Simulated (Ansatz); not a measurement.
WC

Input

```
crystal:
  lattice:
    - [2.7238889881, 0.0, 0.0]
    - [0.0, 2.7238889881, 0.0]
    - [0.0, 0.0, 2.7238889881]
  atoms:
    - { symbol: W, position: [0.5, 0.5, 0.5] }
    - { symbol: C, position: [0.0, 0.0, 0.0] }
basis:
  ecutwfc: 420
kpoints:
  mp_grid: { grid: [20, 20, 20] }
hamiltonian:
  xc: pbe
scf:
  occupations: { method: gaussian, width: 0.1 }
output:
  forces: true
  stress: true
  eigenvalues: true
  write_density: true
  write_potential: true
  elf: true
  volumetric_format: npy
relax:
  adjacent_minimum: "off"
  f_tol: 0.01
  max_steps: 80
  cell: { stress_tol: 0.05 }
```

Run with:

```sh
ansatz run input.yaml --threads 1 --pin off --max-ram 2560MiB --backend cpu --events-out ev --progress --plain --runs-dir out
```

Below, planes, directions and counts refer to the conventional cell (a = 2.73 Å, b = 2.73 Å, c = 2.73 Å, α = 90.00°, β = 90.00°, γ = 90.00°).

The fields are those of the run's last geometry, not of the input's.

Space group Pm-3m; a structure generated by program, which may or may not match a known phase.

Computed with DFT PBE, scalar-relativistic, plane waves, PAW (Ansatz 0.2.0).

Core electrons are frozen (PAW), and the valence fields are smoothed inside the atomic spheres.

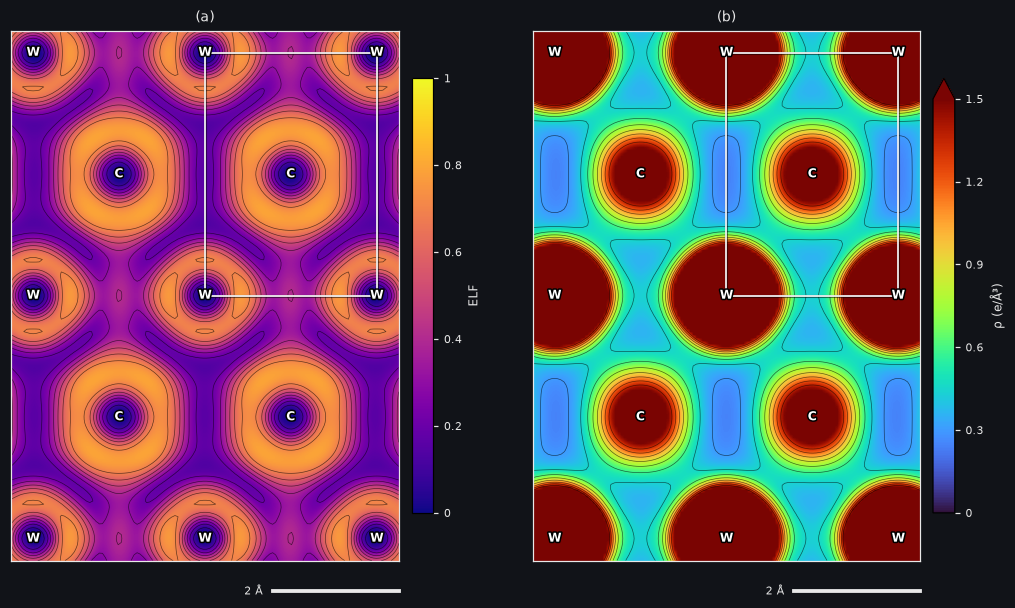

Figure 1. (a) electron localisation function; (b) valence electron density on the (101̄) plane of the conventional cell.

Question: Interpret the plot.

Answer:
- Atoms in the plane: W and C.
- W–C (2.36 Å): ρ is about 0.48 e/Å³ halfway; the ELF peaks at about 0.80 in the valence shell of C, 0.7 Å from its nucleus, and is about 0.25 at the midpoint.
- W–W (2.73 Å): the density is about 0.43 e/Å³ at the midpoint; the ELF is about 0.40 at the midpoint.
- Between the atoms the lowest density in this plane is 0.25 e/Å³.
- The features right at W lie inside the PAW spheres, where the map follows smoothed inner orbitals and isn't to be read closely.

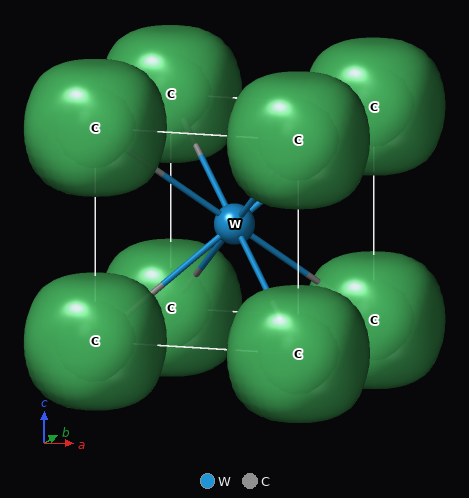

Figure 2. Isosurface of the ELF at 0.65 (green), seen slightly off an axis. Core shells and regions of very low density are left out. Sticks mark near contacts.

Question: What do the ELF domains correspond to?

Answer: The surface consists of one region wrapped around C (its valence shell), counted in one cell of 2 atoms. Any copies at cell faces, edges or corners count once.

Question: Does the calculation make it a metal, or give it a gap?

Answer: It is gapless in this calculation (a metal or semimetal).
